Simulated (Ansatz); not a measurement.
**Geometry relaxation of Mo₁₆HS₃₂ (part 3 of 3)**

The same run, continued: Mo₁₆HS₃₂ (defect cell, 49 atoms in the cell); DFT PBE, scalar-relativistic, plane waves, PAW, spin-polarised (Ansatz 0.2.0); cutoff 420 eV, 1×1×1 k-mesh, Gaussian smearing of 0.05 eV, collinear spins. The structure derives from a Materials Project entry.

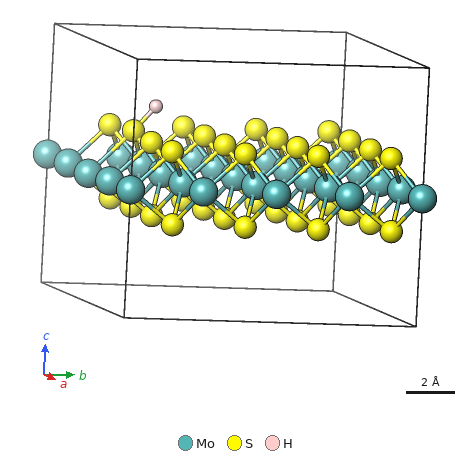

Figure 1. The geometry at step 4 of the log (ball-and-stick view of the cell of the calculation, with the vacuum cut short, seen slightly off an axis).

Trajectory as extended XYZ (Å, eV, eV/Å), 4 of the 6 frames kept, from step=1 to step=6:
```
49
Lattice="6.3683 11.0301 0.0000 12.7365 0.0000 0.0000 1.5921 2.7575 -17.3346" Properties=species:S:1:pos:R:3:forces:R:3 step=1 energy=-108219.90370
Mo    9.5524    5.5151    0.0000    0.1282   0.1429   0.2095
Mo   11.1444    8.2726    0.0000    0.0022   0.0131  -0.0186
Mo    7.9603    8.2726    0.0000    0.0274  -0.0061  -0.0106
Mo    0.0000    0.0000    0.0000   -0.0130   0.0068  -0.0035
Mo    1.5921    2.7575    0.0000    0.0163   0.0290  -0.0210
Mo    3.1841    5.5151    0.0000   -0.4018   0.2082   0.7227
Mo    4.7762    8.2726    0.0000   -0.0193  -0.0263  -0.0191
Mo   11.1444    2.7575    0.0000   -0.0137  -0.0007  -0.0083
Mo   12.7365    5.5151    0.0000   -0.0945   0.0102   0.0334
Mo   14.3286    8.2726    0.0000   -0.0521   0.0711   0.0360
Mo    6.3683    0.0000    0.0000    0.0249  -0.0134  -0.0311
Mo    7.9603    2.7575    0.0000   -0.0989   0.0986  -0.1555
Mo    3.1841    0.0000    0.0000    0.0248  -0.0097  -0.0259
Mo    4.7762    2.7575    0.0000    0.2323   0.0346  -0.4349
Mo    6.3683    5.5151    0.0000   -0.4228  -0.0505  -0.1021
Mo    9.5524    0.0000    0.0000   -0.0065   0.0021  -0.0094
S    11.1444   10.1110  -15.7833   -0.0047   0.0048   0.1917
S    12.7365   12.8685  -15.7833   -0.0022   0.0076   0.1937
S     9.5524   12.8685  -15.7833    0.0010  -0.0005   0.1780
S    14.3286    4.5959  -15.7833    0.0012   0.0013   0.1856
S    15.9206    7.3534  -15.7833    0.0434   0.0380   0.1670
S    17.5127   10.1110  -15.7833   -0.0126  -0.0543   0.1597
S    19.1048   12.8685  -15.7833   -0.0010  -0.0014   0.1918
S    12.7365    7.3534  -15.7833    0.0096   0.0003   0.1834
S    14.3286   10.1110  -15.7833    0.0230  -0.0122   0.1863
S    15.9206   12.8685  -15.7833   -0.0140  -0.0030   0.1784
S     7.9603    4.5959  -15.7833   -0.0244   0.0153   0.1576
S     9.5524    7.3534  -15.7833   -0.0277   0.0108   0.2599
S     4.7762    4.5959  -15.7833   -0.0240  -0.0002   0.2143
S     6.3683    7.3534  -15.7833   -0.0478  -0.0008   0.1210
S     7.9603   10.1110  -15.7833   -0.0054   0.0326   0.2235
S    11.1444    4.5959  -15.7833   -0.0149   0.0065   0.1877
S    11.1444   10.1110   -1.5513    0.0014  -0.0151  -0.1801
S     6.3740    1.8292   -1.5770   -0.0671   0.1577   0.1486
S     3.1841    1.8384   -1.5513   -0.0688  -0.0608  -0.1820
S    14.3286    4.5959   -1.5513   -0.1070  -0.0377  -0.2584
S    15.9206    7.3534   -1.5513   -0.0108   0.0997  -0.2555
S    17.5127   10.1110   -1.5513    0.0050   0.0004  -0.1918
S    12.7365    1.8384   -1.5513    0.0022  -0.0047  -0.1857
S    12.7365    7.3534   -1.5513    0.0038  -0.0018  -0.1848
S    14.3286   10.1110   -1.5513    0.0232  -0.0249  -0.2027
S     9.5524    1.8384   -1.5513   -0.0052   0.0288  -0.1981
S     7.9428    4.6422   -1.5218    0.1721  -0.5384  -0.6419
S     9.5524    7.3534   -1.5513    0.0242   0.0165  -0.1917
S     4.7725    4.5755   -1.6045    1.1306  -0.4499  -0.8747
S     6.3683    7.3534   -1.5513   -0.0120   0.0964  -0.2013
S     7.9603   10.1110   -1.5513    0.0024  -0.0003  -0.1659
S    11.1444    4.5959   -1.5513    0.0079  -0.0149  -0.2246
H     5.5369    4.1355   -2.9236   -0.3346   0.1943   0.8503
49
Lattice="6.3683 11.0301 0.0000 12.7365 0.0000 0.0000 1.5921 2.7575 -17.3346" Properties=species:S:1:pos:R:3:forces:R:3 step=3 energy=-108220.16419
Mo    9.5501    5.5164   -0.0005   -0.0052  -0.0028  -0.0329
Mo   11.1381    8.2756    0.0008   -0.0155   0.0084  -0.0092
Mo    7.9566    8.2746   -0.0074   -0.0122  -0.0058   0.0039
Mo   -0.0064    0.0037   -0.0041   -0.0038  -0.0008   0.0031
Mo    1.5858    2.7666   -0.0042    0.0190  -0.0079  -0.0176
Mo    3.1591    5.5295    0.0298   -0.2027   0.1126   0.2557
Mo    4.7653    8.2726   -0.0040    0.0150  -0.0101  -0.0148
Mo   11.1377    2.7615   -0.0023    0.0037   0.0083  -0.0028
Mo   12.7220    5.5195    0.0064    0.0233  -0.0131  -0.0035
Mo   14.3175    8.2816    0.0065    0.0228  -0.0195  -0.0001
Mo    6.3674   -0.0017   -0.0015   -0.0143   0.0346  -0.0402
Mo    7.9570    2.7602   -0.0104    0.0281  -0.0269   0.0502
Mo    3.1804    0.0022   -0.0078    0.0059   0.0048   0.0089
Mo    4.7810    2.7523   -0.0230    0.0236  -0.0395  -0.1262
Mo    6.3772    5.5117   -0.0226    0.0207   0.0124  -0.1129
Mo    9.5451    0.0033   -0.0028    0.0052  -0.0017  -0.0040
S    11.1353   10.1145  -15.7745   -0.0031  -0.0033  -0.0064
S    12.7300   12.8745  -15.7753   -0.0068   0.0013  -0.0046
S     9.5481   12.8711  -15.7804   -0.0020   0.0018  -0.0135
S    14.3237    4.5999  -15.7771    0.0042  -0.0038  -0.0119
S    15.9042    7.3579  -15.7621    0.0188  -0.0080  -0.0074
S    17.5009   10.1221  -15.7613    0.0148  -0.0096  -0.0118
S    19.0986   12.8706  -15.7775    0.0060  -0.0043  -0.0129
S    12.7242    7.3546  -15.7689    0.0090   0.0009  -0.0264
S    14.3179   10.1163  -15.7664    0.0097  -0.0036  -0.0149
S    15.9141   12.8771  -15.7693    0.0024  -0.0068  -0.0217
S     7.9541    4.5998  -15.7825   -0.0151   0.0183  -0.0004
S     9.5455    7.3555  -15.7787   -0.0254   0.0064  -0.0261
S     4.7719    4.6006  -15.7850    0.0156   0.0131  -0.0016
S     6.3712    7.3513  -15.8083   -0.0430   0.0299   0.0760
S     7.9543   10.1117  -15.7848   -0.0032  -0.0228  -0.0048
S    11.1369    4.6002  -15.7755   -0.0054  -0.0009  -0.0252
S    11.1426   10.1085   -1.5646    0.0028   0.0096   0.0136
S     6.3731    1.8309   -1.5758   -0.0066  -0.0397   0.0706
S     3.1696    1.8354   -1.5716   -0.0133   0.0164   0.0161
S    14.3194    4.6074   -1.5571    0.0153   0.0000   0.0088
S    15.9059    7.3552   -1.5570    0.0110  -0.0155   0.0075
S    17.5056   10.1125   -1.5641   -0.0014   0.0086   0.0092
S    12.7310    1.8436   -1.5643   -0.0087  -0.0027   0.0091
S    12.7293    7.3565   -1.5567    0.0037   0.0010   0.0200
S    14.3265   10.1084   -1.5656   -0.0062   0.0048   0.0255
S     9.5503    1.8405   -1.5681    0.0057  -0.0151   0.0219
S     7.9697    4.5944   -1.5776    0.0233   0.0305   0.0876
S     9.5526    7.3556   -1.5644   -0.0065  -0.0070   0.0152
S     4.8610    4.5482   -1.6592    0.1602  -0.1001  -0.2937
S     6.3634    7.3659   -1.5712   -0.0137   0.0096   0.0194
S     7.9548   10.1139   -1.5659   -0.0034   0.0014   0.0077
S    11.1418    4.5989   -1.5648    0.0114   0.0022   0.0286
H     5.7107    4.0594   -2.7036   -0.0642   0.0347   0.0902
49
Lattice="6.3683 11.0301 0.0000 12.7365 0.0000 0.0000 1.5921 2.7575 -17.3346" Properties=species:S:1:pos:R:3:forces:R:3 step=4 energy=-108220.18017
Mo    9.5507    5.5175   -0.0003   -0.0077  -0.0083  -0.0123
Mo   11.1360    8.2772    0.0025    0.0010   0.0000   0.0001
Mo    7.9542    8.2740   -0.0107   -0.0037  -0.0041   0.0078
Mo   -0.0070    0.0039   -0.0045    0.0037  -0.0037  -0.0008
Mo    1.5865    2.7673   -0.0042    0.0087  -0.0013  -0.0046
Mo    3.1475    5.5361    0.0520   -0.0793   0.0449   0.0363
Mo    4.7648    8.2720   -0.0041    0.0074  -0.0060  -0.0057
Mo   11.1389    2.7616    0.0008   -0.0073  -0.0001   0.0005
Mo   12.7222    5.5193    0.0135    0.0239  -0.0140  -0.0068
Mo   14.3177    8.2825    0.0135    0.0213  -0.0161  -0.0063
Mo    6.3655   -0.0005   -0.0005   -0.0018   0.0141  -0.0108
Mo    7.9595    2.7579   -0.0066    0.0058  -0.0056  -0.0082
Mo    3.1797    0.0044   -0.0108    0.0019   0.0033   0.0088
Mo    4.7822    2.7564   -0.0429   -0.0131  -0.0622   0.0815
Mo    6.3723    5.5098   -0.0424    0.0408   0.0431   0.0726
Mo    9.5457    0.0024    0.0007   -0.0010   0.0074   0.0003
S    11.1318   10.1153  -15.7750   -0.0085   0.0033   0.0000
S    12.7266   12.8770  -15.7752   -0.0084   0.0055   0.0003
S     9.5480   12.8710  -15.7837    0.0010  -0.0008  -0.0024
S    14.3261    4.5983  -15.7770    0.0018  -0.0003   0.0015
S    15.8985    7.3522  -15.7500    0.0004  -0.0008   0.0031
S    17.5027   10.1303  -15.7498   -0.0005   0.0000   0.0025
S    19.1012   12.8690  -15.7771    0.0022  -0.0013   0.0019
S    12.7217    7.3548  -15.7667    0.0017   0.0002  -0.0002
S    14.3160   10.1178  -15.7624   -0.0051   0.0049   0.0024
S    15.9119   12.8802  -15.7668    0.0011  -0.0014   0.0009
S     7.9470    4.6060  -15.7866   -0.0136   0.0100  -0.0157
S     9.5368    7.3592  -15.7862   -0.0150   0.0079  -0.0145
S     4.7782    4.6054  -15.7930    0.0246   0.0092  -0.0122
S     6.3711    7.3515  -15.8145   -0.0052   0.0027  -0.0036
S     7.9530   10.1041  -15.7928    0.0044  -0.0259  -0.0117
S    11.1378    4.5995  -15.7726   -0.0015   0.0001  -0.0010
S    11.1425   10.1092   -1.5641    0.0030  -0.0014  -0.0034
S     6.3803    1.8237   -1.5748    0.0041  -0.0120   0.0079
S     3.1646    1.8367   -1.5781   -0.0061   0.0019   0.0014
S    14.3226    4.6118   -1.5479    0.0132   0.0134   0.0128
S    15.9038    7.3503   -1.5479   -0.0048  -0.0191   0.0128
S    17.5037   10.1131   -1.5629   -0.0013   0.0028  -0.0023
S    12.7298    1.8448   -1.5630   -0.0028   0.0002  -0.0020
S    12.7305    7.3565   -1.5493    0.0016   0.0003   0.0033
S    14.3264   10.1066   -1.5596   -0.0050   0.0032   0.0039
S     9.5529    1.8379   -1.5635    0.0021  -0.0025   0.0011
S     7.9787    4.5924   -1.5749    0.0132   0.0033   0.0097
S     9.5525    7.3556   -1.5640    0.0029  -0.0019  -0.0030
S     4.8699    4.5414   -1.6973   -0.0234   0.0159  -0.1100
S     6.3600    7.3704   -1.5780   -0.0053   0.0059   0.0040
S     7.9533   10.1148   -1.5673   -0.0033   0.0021  -0.0010
S    11.1465    4.5997   -1.5594   -0.0043   0.0029   0.0047
H     5.7294    4.0443   -2.7010    0.0362  -0.0198  -0.0436
49
Lattice="6.3683 11.0301 0.0000 12.7365 0.0000 0.0000 1.5921 2.7575 -17.3346" Properties=species:S:1:pos:R:3:forces:R:3 step=6 energy=-108220.18267
Mo    9.5502    5.5178    0.0001    0.0034   0.0029  -0.0013
Mo   11.1353    8.2776    0.0044    0.0009   0.0001   0.0005
Mo    7.9531    8.2739   -0.0106    0.0051   0.0018  -0.0010
Mo   -0.0070    0.0038   -0.0034   -0.0016   0.0007   0.0003
Mo    1.5877    2.7679   -0.0030   -0.0030   0.0048  -0.0023
Mo    3.1402    5.5403    0.0583    0.0106  -0.0075  -0.0041
Mo    4.7648    8.2708   -0.0030   -0.0058   0.0011  -0.0018
Mo   11.1383    2.7617    0.0027    0.0000   0.0007   0.0006
Mo   12.7236    5.5183    0.0169   -0.0152   0.0001   0.0015
Mo   14.3190    8.2819    0.0169   -0.0071   0.0122   0.0017
Mo    6.3644    0.0003    0.0001    0.0015  -0.0068  -0.0010
Mo    7.9590    2.7580   -0.0082    0.0018  -0.0013   0.0016
Mo    3.1791    0.0052   -0.0106    0.0015  -0.0060  -0.0012
Mo    4.7808    2.7564   -0.0465    0.0105   0.0009  -0.0225
Mo    6.3711    5.5113   -0.0466    0.0100  -0.0109  -0.0220
Mo    9.5454    0.0028    0.0027   -0.0002   0.0001   0.0004
S    11.1294   10.1157  -15.7742    0.0025  -0.0016   0.0001
S    12.7246   12.8787  -15.7742    0.0021  -0.0014   0.0002
S     9.5480   12.8707  -15.7833   -0.0023   0.0013  -0.0001
S    14.3271    4.5982  -15.7758   -0.0020  -0.0010  -0.0004
S    15.8967    7.3505  -15.7440   -0.0042  -0.0007   0.0001
S    17.5029   10.1328  -15.7440   -0.0014   0.0041  -0.0001
S    19.1017   12.8683  -15.7758   -0.0002   0.0021  -0.0003
S    12.7204    7.3550  -15.7650   -0.0014  -0.0011   0.0005
S    14.3149   10.1186  -15.7597   -0.0003   0.0001  -0.0003
S    15.9109   12.8813  -15.7650    0.0002   0.0016   0.0005
S     7.9437    4.6093  -15.7894    0.0037   0.0008   0.0033
S     9.5322    7.3608  -15.7896    0.0013  -0.0035   0.0035
S     4.7825    4.6073  -15.7945   -0.0013  -0.0005   0.0034
S     6.3691    7.3526  -15.8207    0.0012  -0.0002   0.0018
S     7.9533   10.0994  -15.7944   -0.0003   0.0012   0.0031
S    11.1359    4.6006  -15.7716   -0.0004   0.0002  -0.0001
S    11.1422   10.1087   -1.5634    0.0011  -0.0004   0.0003
S     6.3807    1.8209   -1.5750    0.0046  -0.0087   0.0013
S     3.1626    1.8363   -1.5791   -0.0038  -0.0006   0.0009
S    14.3246    4.6143   -1.5440    0.0007  -0.0018   0.0008
S    15.9024    7.3473   -1.5441    0.0020   0.0005   0.0007
S    17.5028   10.1130   -1.5613   -0.0005   0.0003   0.0003
S    12.7295    1.8455   -1.5613   -0.0004   0.0001   0.0004
S    12.7313    7.3562   -1.5454    0.0005  -0.0003  -0.0006
S    14.3259   10.1058   -1.5565    0.0015   0.0006  -0.0021
S     9.5540    1.8372   -1.5626   -0.0003   0.0000  -0.0013
S     7.9815    4.5933   -1.5751    0.0087   0.0022   0.0037
S     9.5529    7.3560   -1.5634    0.0013  -0.0010   0.0002
S     4.8769    4.5374   -1.7251   -0.0251   0.0142   0.0082
S     6.3589    7.3727   -1.5791   -0.0016   0.0032   0.0006
S     7.9524   10.1152   -1.5669   -0.0010   0.0008   0.0011
S    11.1475    4.6003   -1.5565    0.0004  -0.0018  -0.0022
H     5.7479    4.0351   -2.7169    0.0022  -0.0018   0.0229
```

The run was set up as follows.

Input file:
```yaml
crystal:
  lattice:
    - [6.368252, 11.030136, 0.0]
    - [12.736504, 0.0, 0.0]
    - [1.592063, 2.757534, -17.3346]
  atoms:
    - { symbol: Mo, position: [0.5, 0.5, 0.0] }
    - { symbol: Mo, position: [0.75, 0.5, 0.0] }
    - { symbol: Mo, position: [0.75, 0.25, 0.0] }
    - { symbol: Mo, position: [0.0, 0.0, 0.0] }
    - { symbol: Mo, position: [0.25, 0.0, 0.0] }
    - { symbol: Mo, position: [0.5, 0.0, 0.0] }
    - { symbol: Mo, position: [0.75, 0.0, 0.0] }
    - { symbol: Mo, position: [0.25, 0.75, 0.0] }
    - { symbol: Mo, position: [0.5, 0.75, 0.0] }
    - { symbol: Mo, position: [0.75, 0.75, 0.0] }
    - { symbol: Mo, position: [0.0, 0.5, 0.0] }
    - { symbol: Mo, position: [0.25, 0.5, 0.0] }
    - { symbol: Mo, position: [0.0, 0.25, 0.0] }
    - { symbol: Mo, position: [0.25, 0.25, 0.0] }
    - { symbol: Mo, position: [0.5, 0.25, 0.0] }
    - { symbol: Mo, position: [0.0, 0.75, 0.0] }
    - { symbol: S, position: [0.68904, 0.416667, 0.910506] }
    - { symbol: S, position: [0.93904, 0.416667, 0.910506] }
    - { symbol: S, position: [0.93904, 0.166667, 0.910506] }
    - { symbol: S, position: [0.18904, 0.916667, 0.910506] }
    - { symbol: S, position: [0.43904, 0.916667, 0.910506] }
    - { symbol: S, position: [0.68904, 0.916667, 0.910506] }
    - { symbol: S, position: [0.93904, 0.916667, 0.910506] }
    - { symbol: S, position: [0.43904, 0.666667, 0.910506] }
    - { symbol: S, position: [0.68904, 0.666667, 0.910506] }
    - { symbol: S, position: [0.93904, 0.666667, 0.910506] }
    - { symbol: S, position: [0.18904, 0.416667, 0.910506] }
    - { symbol: S, position: [0.43904, 0.416667, 0.910506] }
    - { symbol: S, position: [0.18904, 0.166667, 0.910506] }
    - { symbol: S, position: [0.43904, 0.166667, 0.910506] }
    - { symbol: S, position: [0.68904, 0.166667, 0.910506] }
    - { symbol: S, position: [0.18904, 0.666667, 0.910506] }
    - { symbol: S, position: [0.894293, 0.416667, 0.089494] }
    - { symbol: S, position: [0.1430953638, 0.4175289016, 0.0909741668], spin: 0.5 }
    - { symbol: S, position: [0.144293, 0.166667, 0.089494] }
    - { symbol: S, position: [0.394293, 0.916667, 0.089494] }
    - { symbol: S, position: [0.644293, 0.916667, 0.089494] }
    - { symbol: S, position: [0.894293, 0.916667, 0.089494] }
    - { symbol: S, position: [0.144293, 0.916667, 0.089494] }
    - { symbol: S, position: [0.644293, 0.666667, 0.089494] }
    - { symbol: S, position: [0.894293, 0.666667, 0.089494] }
    - { symbol: S, position: [0.144293, 0.666667, 0.089494] }
    - { symbol: S, position: [0.3989185839, 0.4131943363, 0.0877886394], spin: 0.5 }
    - { symbol: S, position: [0.644293, 0.416667, 0.089494] }
    - { symbol: S, position: [0.3916783078, 0.1672974343, 0.0925596583], spin: 0.5 }
    - { symbol: S, position: [0.644293, 0.166667, 0.089494] }
    - { symbol: S, position: [0.894293, 0.166667, 0.089494] }
    - { symbol: S, position: [0.394293, 0.666667, 0.089494] }
    - { symbol: H, position: [0.3327674454, 0.2472594647, 0.1686557547], spin: 0.5 }
magnetization:
  spin_polarized: true
basis:
  ecutwfc: 420
  fft_grid_basis: typed
kpoints:
  mp_grid: { grid: [1, 1, 1] }
hamiltonian:
  xc: pbe
  pseudopotentials: { kind: paw }
scf:
  occupations: { method: gaussian, width: 0.05 }
output:
  forces: true
  stress: false
  eigenvalues: false
  bader: false
  write_density: false
  volumetric_format: npy
  populations: true
relax:
  adjacent_minimum: "off"
  max_steps: 30
  f_tol: 0.05
```

Launched with:
```bash
ansatz run input.yaml --threads 4 --pin off --max-ram 10240MiB --backend cpu --events-out ev --progress --plain --runs-dir out
```

Key numbers:

| quantity | value |
| --- | --- |
| outcome | converged |
| electrons treated | 417 |
| free energy | −108220.1827 eV |
| Fermi energy | 0.928 eV |
| net moment of the cell | 1.00 μB |
| integrated absolute moment | 1.24 μB |
| final volume | 2435.26 Å³ |
| largest force (length of the vector) at the end | 0.030 eV/Å |
| hardware | 4 threads of Arm Neoverse V1, 24 GiB of memory available, shared host |
| wall time | 4.7 min (CPU time 18 min) |
| peak memory | 3.7 GiB |

Notes:

The k-point mesh is coarse for a cell of this size, so the results may not be converged.
